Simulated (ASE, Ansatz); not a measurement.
**Generalised stacking fault on (111) (shuffle set) of a GaAs-GaSb solid solution (48 atoms): a single point**

Aim: energy, forces, charges and density of states of generalised stacking fault on (111) (shuffle set) of a GaAs-GaSb solid solution (48 atoms) at a fixed geometry.

Calculated with Ansatz 0.2.0; Kohn-Sham DFT, PBE, PAW (set soft_2), plane waves.

## 1. The structure

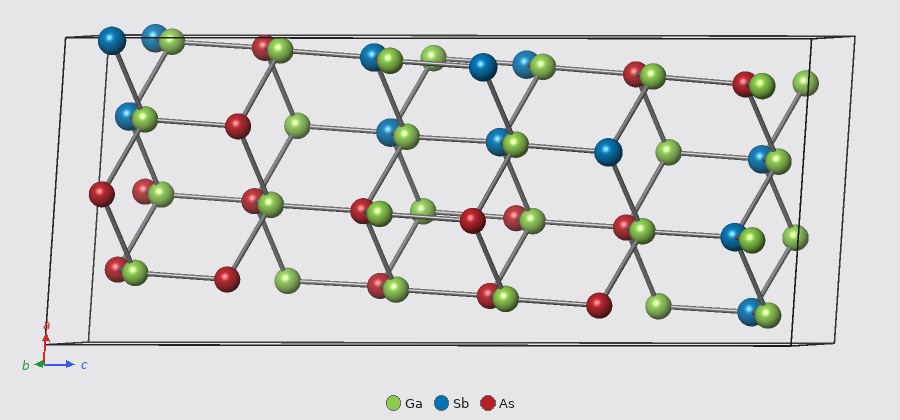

The cell as given, from the side, with the c axis across the page (gallium green, antimony blue, arsenic red). Some periodic images of atoms are drawn too.

The cell holds 48 atoms: 24 Ga, 10 Sb and 14 As. Its edges and angles: a = 8.267 Å, b = 7.159 Å, c = 20.296 Å, α = 90.0°, β = 86.1°, γ = 90.0°. It derives from GaAs and GaSb. Zinc-blende GaAs lattice (a = 5.8453 Å, the value set for the mixture), cell with z along [111], 2 x 1 x 2 periods; the third cell vector is tilted by 0.333 of 1/2[1-10] and lengthened by 0 Å, so the cell holds one fault (shuffle set); displaced by a Gaussian of 0.01 Å; 10 of 24 As sites given to Sb at random (lattice constant by Vegard's rule between GaAs and GaSb).

Limits known from the start: The host structure and its lattice constant were typed by rule, without a check against the phase diagram. No spin–orbit coupling is included, so levels derived from the heavy atoms are approximate.

## 2. Plane-wave single point

The electrons are solved once, with the atoms held.

Contents of input.yaml:

```yaml
crystal:
  lattice:
    - [8.2665, 0.0, 0.0]
    - [0.0, 7.159, 0.0]
    - [1.37778, 0.0, 20.24871]
  atoms:
    - { symbol: Ga, position: [0.59545, 0.49949, 0.93768] }
    - { symbol: Sb, position: [0.73899, 0.4992, 0.06321] }
    - { symbol: Ga, position: [0.7326, 0.83, 0.10396] }
    - { symbol: As, position: [0.71048, 0.83388, 0.2295] }
    - { symbol: Ga, position: [0.09469, 0.49954, 0.93758] }
    - { symbol: As, position: [0.24044, 0.4992, 0.06177] }
    - { symbol: Ga, position: [0.23288, 0.82928, 0.10454] }
    - { symbol: As, position: [0.21184, 0.834, 0.22878] }
    - { symbol: Ga, position: [0.34349, 0.99956, 0.93837] }
    - { symbol: As, position: [0.49, 0.99925, 0.06255] }
    - { symbol: Ga, position: [0.48382, 0.33332, 0.10376] }
    - { symbol: As, position: [0.46272, 0.3356, 0.22934] }
    - { symbol: Ga, position: [0.45368, 0.66593, 0.2709] }
    - { symbol: As, position: [0.43349, 0.66478, 0.39516] }
    - { symbol: Ga, position: [0.70673, 0.16793, 0.27045] }
    - { symbol: Sb, position: [0.68518, 0.16633, 0.39564] }
    - { symbol: Ga, position: [0.67473, 0.49978, 0.43723] }
    - { symbol: Sb, position: [0.65762, 0.49925, 0.56253] }
    - { symbol: Ga, position: [0.65251, 0.83457, 0.6035] }
    - { symbol: Sb, position: [0.62785, 0.83417, 0.7283] }
    - { symbol: Ga, position: [0.8458, 0.99944, 0.93813] }
    - { symbol: Sb, position: [0.9895, 0.00078, 0.06254] }
    - { symbol: Ga, position: [0.98113, 0.33452, 0.10452] }
    - { symbol: As, position: [0.96183, 0.33382, 0.22945] }
    - { symbol: Ga, position: [0.95663, 0.6683, 0.26992] }
    - { symbol: Sb, position: [0.93393, 0.66748, 0.3962] }
    - { symbol: Ga, position: [0.20196, 0.16454, 0.27121] }
    - { symbol: As, position: [0.18601, 0.16734, 0.3957] }
    - { symbol: Ga, position: [0.17724, 0.5001, 0.43672] }
    - { symbol: As, position: [0.15689, 0.50078, 0.56304] }
    - { symbol: Ga, position: [0.15031, 0.8358, 0.60407] }
    - { symbol: As, position: [0.12879, 0.83168, 0.72965] }
    - { symbol: Ga, position: [0.42759, 0.99942, 0.43695] }
    - { symbol: As, position: [0.40564, 0.00019, 0.56227] }
    - { symbol: Ga, position: [0.39908, 0.33277, 0.604] }
    - { symbol: As, position: [0.37881, 0.33311, 0.72967] }
    - { symbol: Ga, position: [0.36982, 0.66692, 0.77153] }
    - { symbol: Sb, position: [0.35094, 0.66746, 0.89552] }
    - { symbol: Ga, position: [0.62241, 0.16802, 0.77052] }
    - { symbol: Sb, position: [0.59986, 0.16664, 0.89623] }
    - { symbol: Ga, position: [0.92622, 0.99782, 0.43705] }
    - { symbol: Sb, position: [0.90557, 0.0022, 0.56253] }
    - { symbol: Ga, position: [0.90135, 0.33333, 0.60397] }
    - { symbol: As, position: [0.87746, 0.33141, 0.72925] }
    - { symbol: Ga, position: [0.87368, 0.66722, 0.77169] }
    - { symbol: As, position: [0.84831, 0.66543, 0.89609] }
    - { symbol: Ga, position: [0.1212, 0.16662, 0.77061] }
    - { symbol: Sb, position: [0.10246, 0.16416, 0.8957] }
kpoints:
  mp_grid: { grid: [2, 2, 1] }
hamiltonian:
  xc: pbe
scf:
  occupations: { method: fermi_dirac, width: 0.05 }
output:
  forces: true
  stress: true
  populations: true
  dos:
    method: { smearing: { sigma: 0.1 } }
    de: 0.1
    projected: { site_lists: { As: [As], Ga: [Ga], Sb: [Sb] } }
  eigenvalues: true
  write_density: true
  write_potential: true
  volumetric_format: npy
```

Run with:

```console
$ ansatz run input.yaml --threads 8 --pin off --max-ram 15872MiB --backend cpu --events-out ev --progress --plain --runs-dir out
```

Numbers of over 12 decimals in the logs are rounded to 6 here.

The program printed:

```text
Engine: ansatz 0.2.0, aarch64-unknown-linux-gnu
Pseudopotentials: kind: paw
Pseudopotential: Ga, paw, valence charge 13, recommended cutoff 420 eV (normal), Ga.paw.azcp
Pseudopotential: Sb, paw, valence charge 15, recommended cutoff 420 eV (normal), Sb.paw.azcp
Pseudopotential: As, paw, valence charge 15, recommended cutoff 420 eV (normal), As.paw.azcp
[... 5 lines on functional and potentials left out ...]
Crystal: 48 atoms, lattice volume = 1198.316 Å³
Basis set: ecut = 420 eV, 23391 PW (Γ), exchange–correlation on 120×96×288 points (8 copies of the dense FFT grid, shifted against one another)
Bands: 404, of which v1, the nominal top of the filled ones, is band 336 counted from 1 (335 counted from 0)
Symmetry: 1 space group operations
Space group: P1 (ITA 1), of the structure as read, at distance tolerance 1.1e-4 Å
k-points: 4
[... 7 lines on functional and potentials left out ...]
Initial density: superposition of atomic densities (neutral atoms: chi_scale 0, normalization atom), corrected by the library's trained network
Initial wavefunctions: pseudopotential atomic-orbital guess
Functional: x = pbe(κ = 0.804, μ = 0.219515), c = pbe(β = 0.066725)
SCF iter   1: F=—  HF=-223629.374112 eV  |F-HF|=—  |Δ(HF+E_count)|=         —  Δρ=1.82e-3  dr2=7.85e-2  ethr=1.77e-3  ⟨swp⟩=6.0  Hψ=5867  notcnv=0  defer=6
preconditioner: auto → LDOS  [metal: Δε(μ)=0.054 eV  Ē_g=14.088 eV  σ=0.050 eV  W_gap=0.26  n_scr=304 (ndim 8)  ℏωp=22.3 eV  f_vac=0.080  D(μ)=6.90/eV (n_scr^D=22)  β→1.0]
SCF iter   2: F=—  HF=-223629.341445 eV  |F-HF|=—  |Δ(HF+E_count)|=   3.27e-2  Δρ=1.36e-3  dr2=3.38e-2  ethr=1.17e-5  ⟨swp⟩=2.0  Hψ=2976  notcnv=0  defer=220
SCF iter   3: F=—  HF=-223629.329976 eV  |F-HF|=—  |Δ(HF+E_count)|=   1.15e-2  Δρ=4.07e-4  dr2=3.52e-3  ethr=5.03e-6  ⟨swp⟩=2.0  Hψ=2454  notcnv=0  defer=220
SCF iter   4: F=—  HF=-223629.328413 eV  |F-HF|=—  |Δ(HF+E_count)|=   1.56e-3  Δρ=8.26e-5  dr2=1.98e-4  ethr=5.24e-7  ⟨swp⟩=2.0  Hψ=2530  notcnv=0  defer=220
SCF iter   5: F=—  HF=-223629.328425 eV  |F-HF|=—  |Δ(HF+E_count)|=   1.19e-5  Δρ=2.62e-5  dr2=2.29e-5  ethr=2.95e-8  ⟨swp⟩=2.2  Hψ=2463  notcnv=0  defer=220
SCF iter   6: F=—  HF=-223629.328493 eV  |F-HF|=—  |Δ(HF+E_count)|=   6.87e-5  Δρ=9.47e-6  dr2=3.19e-6  ethr=3.41e-9  ⟨swp⟩=2.0  Hψ=2456  notcnv=0  defer=220
SCF iter   7: F=—  HF=-223629.328493 eV  |F-HF|=—  |Δ(HF+E_count)|=   1.87e-7  Δρ=2.96e-6  dr2=2.21e-7  ethr=4.75e-10  ⟨swp⟩=2.0  Hψ=2402  notcnv=0  defer=220
SCF iter   8: F=-223629.328493 eV  HF=-223629.328493 eV  |F-HF|=4.45e-9  |Δ(HF+E_count)|=   4.81e-8  Δρ=1.36e-6  dr2=2.51e-8  ethr=1.49e-11  ⟨swp⟩=14.5  Hψ=12476  notcnv=0
SCF 1 converged in 8 iterations: F = -223629.328493 eV  dr2 = 2.51e-8
  greatest PAW one-centre occupation: 0.999 electrons in one spin orbital (limit 2), on the As atom at site 45 (counted from 0), in its partial waves of l = 2
SCF converged after 8 iterations
Free energy (F): -223629.328493 eV
Harris-Foulkes:  -223629.328493 eV  (|F-HF|=4.45e-9)
Internal energy: -223629.269536 eV  (E = F + TS)
E sigma→0 (E₀):  -223629.299015 eV
Entropy (-TS):   -0.058957 eV (-1.228 meV/atom)
Fermi energy:    8.133575 eV
--- Per-component energies (eV) ---
  E_band       = -6966.357613
  E_kinetic    = 6304.567076
  E_local      = -93807.473577  (includes V_loc(G=0)·N_el)
  E_nonlocal   = 4432.722517
  E_hartree    = 45574.930610
  E_xc         = -4151.854257
  E_vxc        = -3464.415704  (∫ρ·V_xc dr)
  E_paw        = -119186.916873  (= ΣΔE_a)
  E_vpaw       = -11581.601951  (= ΣTr[D̂ρ^β])
  E_aug_tail   = -0.002613  (compensation charges beyond the density's cutoff)
  E_ewald      = -62795.242420
  E_smearing   = -0.058957  (= −TS)
  E_closure    = -0.000000  (closes the sum)
  Σ components = -223629.328493   (vs F -223629.328493, Δ=0.00e0)
--- Forces (eV/Å), atoms counted from 1 ---
  atom   1  Ga     1.29307019     0.45730217     0.77637887
  atom   2  Sb    -0.71546043     0.10608329    -1.40701398
  atom   3  Ga    -0.79442629     0.67219475     1.03929139
  atom   4  As    -0.09640738     0.03755825    -0.02001983
  atom   5  Ga    -0.36633693     0.39662342     0.87022247
  atom   6  As    -0.89224680     0.00035971    -0.28286259
  atom   7  Ga     1.10548539    -0.55938620     0.35856282
  atom   8  As    -0.08241785    -0.02799005     0.09705558
  atom   9  Ga     0.80499350    -0.12029860     1.41096067
  atom  10  As    -0.99311414     0.03160522    -0.31382781
  atom  11  Ga    -1.05016234    -0.89438689     0.73047170
  atom  12  As    -0.29683552    -0.19747256     0.02829533
  atom  13  Ga     0.09185202     0.02036591    -0.07616101
  atom  14  As    -0.07449070     0.14256490     0.16439192
[...]
atom  47  Ga     0.12306408     0.00943204    -1.26330785
  atom  48  Sb    -0.08358776     0.34022785    -0.03806836
  max |Σ_I F_I| component: 4.84e-5 eV/Å
--- Stress (GPa, compression-positive) ---
        3.747528       0.133121      -1.537317
        0.133121       3.577649      -0.283745
       -1.537317      -0.283745       3.120973
  P = ⅓ Tr σ = 3.4821 GPa (34.821 kbar)
--- Band table (eV) ---
  k-point 0: bands = ["-27.3954", "-27.3935", "-27.3761", "-27.3695", [... 388 levels ...], "12.8114", "12.9637", "12.9653", "13.0261", "13.0851", "13.1733", "13.1855", "13.2430", "13.2694", "13.3795", "13.4218", "13.4858"]
[...]
--- Löwdin populations: 48 sites ---
  site symbol       q [e]
     0     Ga     13.1614
     1     Sb     14.6637
     2     Ga     13.1281
[...]
47     Sb     14.5878
  spilling = 0.001543 (of n_electrons = 672.000000)
```

Wall time 65 s (8 threads of Arm Neoverse V1, shared host); peak memory 8 GiB.

In the SCF lines HF is the Harris–Foulkes energy and dr2 the Hartree energy of the density residual, in eV; the loop may stop once dr2 is under the threshold and the program's other checks hold. Hψ counts applications of the Hamiltonian.

Read from the output:

```yaml
free_energy: -223629.3285 eV
free_energy_per_atom: -4658.9443 eV/atom
scf_cycles: 8
pressure: 3.482 GPa
r_m_s_force_component: 0.5668 eV/Å
longest_force: 1.658 eV/Å
fermi_energy: 8.134 eV
levels_partly_filled_by_over_2_per_cent: 7
spilling_of_the_projection: 0.001543
```

Neighbours are counted within 2.82 Å (Ga-As), 3.05 Å (Ga-Sb), cutoffs set anew for this text.

Length of the force by element and coordination:

| element | coordination | atoms | mean length of the force (eV/Å) | spread | least | most |
| --- | --- | --- | --- | --- | --- | --- |
| As | all | 14 | 0.316 | 0.293 | 0.0652 | 1.04 |
| As | 3 | 2 | 0.989 | 0.053 | 0.936 | 1.04 |
| As | 4 | 12 | 0.204 | 0.107 | 0.0652 | 0.406 |
| Ga | all | 24 | 1.22 | 0.357 | 0.121 | 1.66 |
| Ga | 3 | 2 | 1.33 | 0.302 | 1.02 | 1.63 |
| Ga | 4 | 22 | 1.21 | 0.360 | 0.121 | 1.66 |
| Sb | all | 10 | 0.511 | 0.456 | 0.169 | 1.58 |

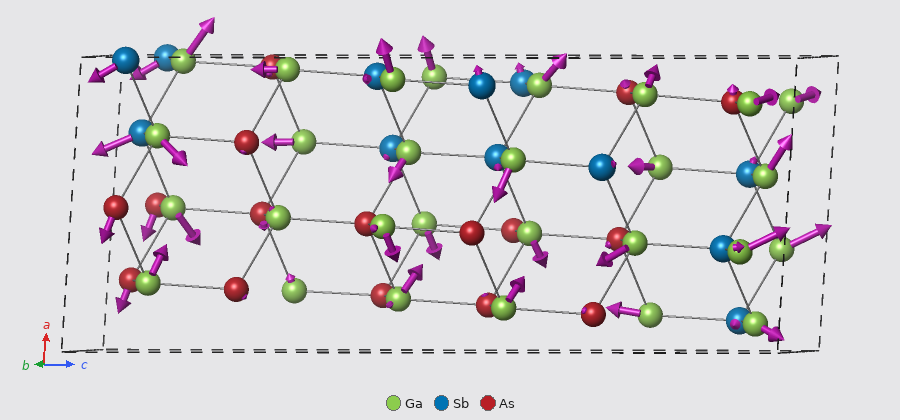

Forces as arrows; the longest in the cell is 1.66 eV/Å. Some periodic images of atoms are drawn too.

Löwdin charges by element and coordination (they lack the spilled electrons, 0.022 e an atom on average):

| element | coordination | atoms | mean charge (e) | spread | least | most |
| --- | --- | --- | --- | --- | --- | --- |
| As | all | 14 | -0.0295 | 0.0214 | -0.0832 | -0.0031 |
| As | 3 | 2 | -0.0796 | 0.0035 | -0.0832 | -0.0761 |
| As | 4 | 12 | -0.0212 | 0.0065 | -0.0279 | -0.0031 |
| Ga | all | 24 | -0.101 | 0.0846 | -0.240 | 0.0537 |
| Ga | 3 | 2 | -0.167 | 0.0511 | -0.218 | -0.116 |
| Ga | 4 | 22 | -0.0946 | 0.0844 | -0.240 | 0.0537 |
| Sb | all | 10 | 0.387 | 0.0343 | 0.313 | 0.428 |

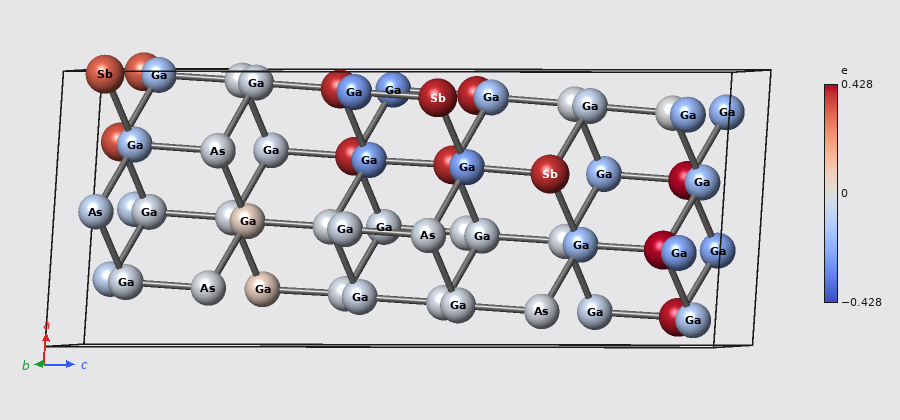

Atoms coloured by Löwdin charge. Some periodic images of atoms are drawn too.

States in the cell by windows of 1 eV, zero at the Fermi level; the larger projections on atomic orbitals stand beside the total:

| from (eV) | to (eV) | total | Ga p | As p | Sb p | Ga s | Sb s |
| --- | --- | --- | --- | --- | --- | --- | --- |
| -10 | -9 | 9.8 | 2.5 | 0.1 | 0.1 | 0.8 | 4.7 |
| -9 | -8 | 0.0 | 0.0 | 0.0 | 0.0 | 0.0 | 0.0 |
| -8 | -7 | 1.9 | 0.1 | 0.2 | 0.6 | 1.0 | 0.0 |
| -7 | -6 | 24.7 | 1.9 | 5.2 | 4.8 | 11.4 | 0.5 |
| -6 | -5 | 11.5 | 1.2 | 2.7 | 1.9 | 4.1 | 0.7 |
| -5 | -4 | 6.4 | 1.0 | 1.4 | 1.3 | 1.7 | 0.5 |
| -4 | -3 | 26.7 | 9.3 | 8.7 | 6.1 | 1.5 | 0.4 |
| -3 | -2 | 32.6 | 11.2 | 12.8 | 7.1 | 0.9 | 0.2 |
| -2 | -1 | 29.7 | 8.9 | 12.5 | 7.2 | 0.4 | 0.1 |
| -1 | 0 | 10.5 | 2.4 | 4.6 | 2.8 | 0.4 | 0.1 |
| 0 | 1 | 7.3 | 2.2 | 1.1 | 0.9 | 1.8 | 0.3 |
| 1 | 2 | 18.9 | 5.9 | 3.1 | 2.3 | 4.1 | 0.7 |
| 2 | 3 | 27.8 | 8.5 | 5.3 | 3.3 | 5.4 | 1.2 |
| 3 | 4 | 27.5 | 14.4 | 3.9 | 2.4 | 1.8 | 0.9 |
| 4 | 5 | 34.3 | 16.0 | 5.3 | 3.7 | 1.9 | 0.7 |

Between -26 and -10 eV lie 278 more states.

The stored curve holds about 432 of the 672 electrons; the rest, give or take the few that broadening carries across the Fermi level, lie in deeper levels below its range.

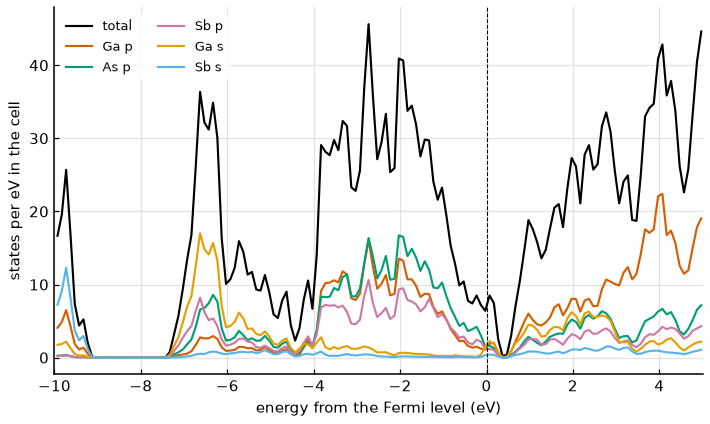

Total and projected density of states, with the broadening of the input.

The levels nearest the highest filled one (over half full), pooled over k-points and spins:

| level less the highest filled one (eV) | occupation |
| --- | --- |
| -0.326 | 2.00 |
| -0.297 | 2.00 |
| -0.210 | 1.98 |
| -0.155 | 1.94 |
| -0.134 | 1.91 |
| 0 | 1.18 |
| 0.0583 | 0.62 |
| 0.118 | 0.24 |
| 0.169 | 0.094 |
| 0.209 | 0.043 |
| 0.644 | 0 |
| 0.703 | 0 |

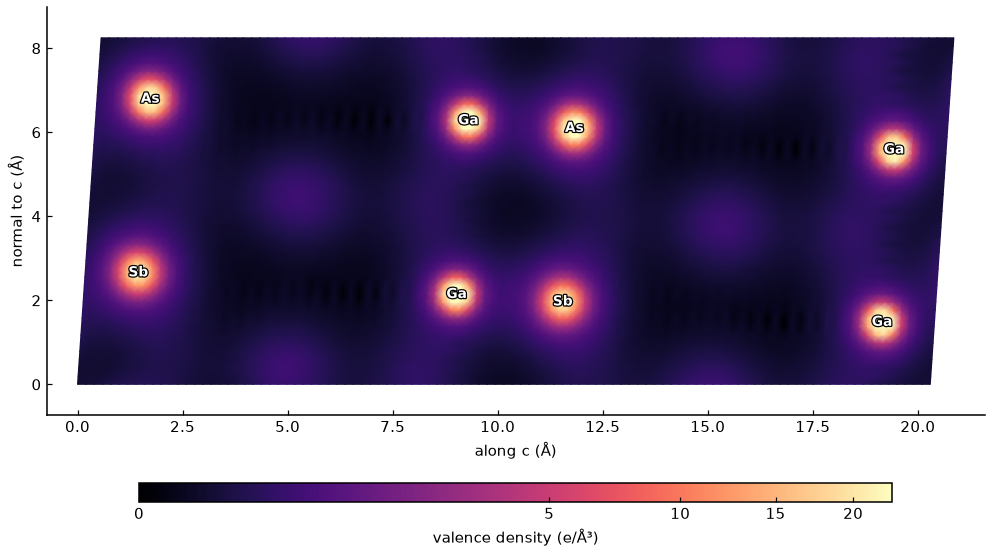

Valence density in the ca plane at fractional y = 0.000, with atoms of Ga and As and Sb within 0.2 Å of it. It is the smooth field of the valence electrons, not physical close to the nuclei. The map starts off the cell's origin, so that atoms lie inside it. The colour scale is stretched toward low values.

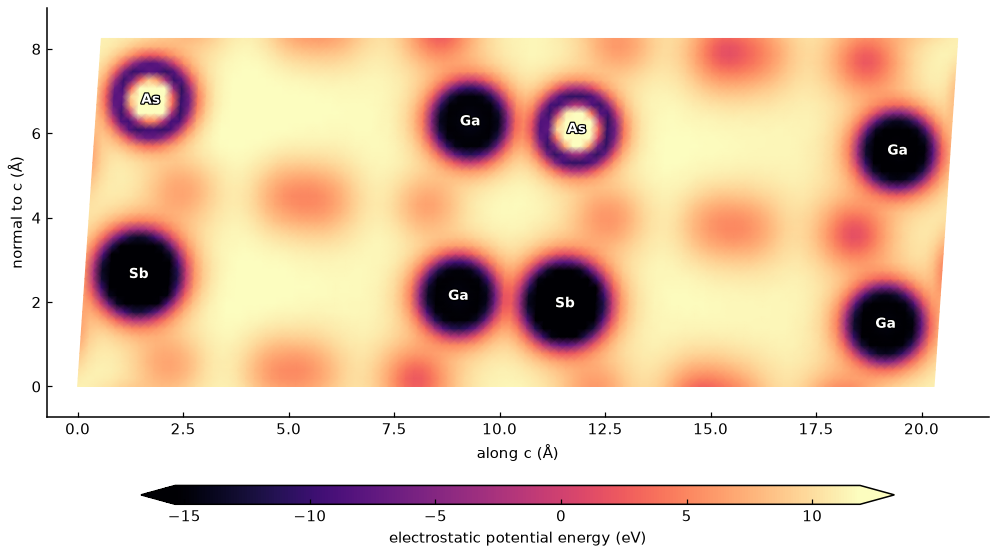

Electrostatic potential energy in the ca plane at fractional y = 0.000, with atoms of Ga and As and Sb within 0.2 Å of it. With pseudopotentials it is smooth inside the atoms' cores, unlike the true potential. The map starts off the cell's origin, so that atoms lie inside it.

Mean Löwdin charges: As -0.03, Ga -0.10, Sb +0.39 e. Charges this small depend on the projection, at times even in sign.

(Continued in part 2 of 2.)

[Logs are printed without paths, hosts, clocks, repeated set-up lines and the standing remarks that a program may print on its own settings, such as how far it seeks lower states.]

[Hosts, paths, dates, database ids (printed as entryN), source tags and the programs' standing remarks are cut or masked in the printed files.]
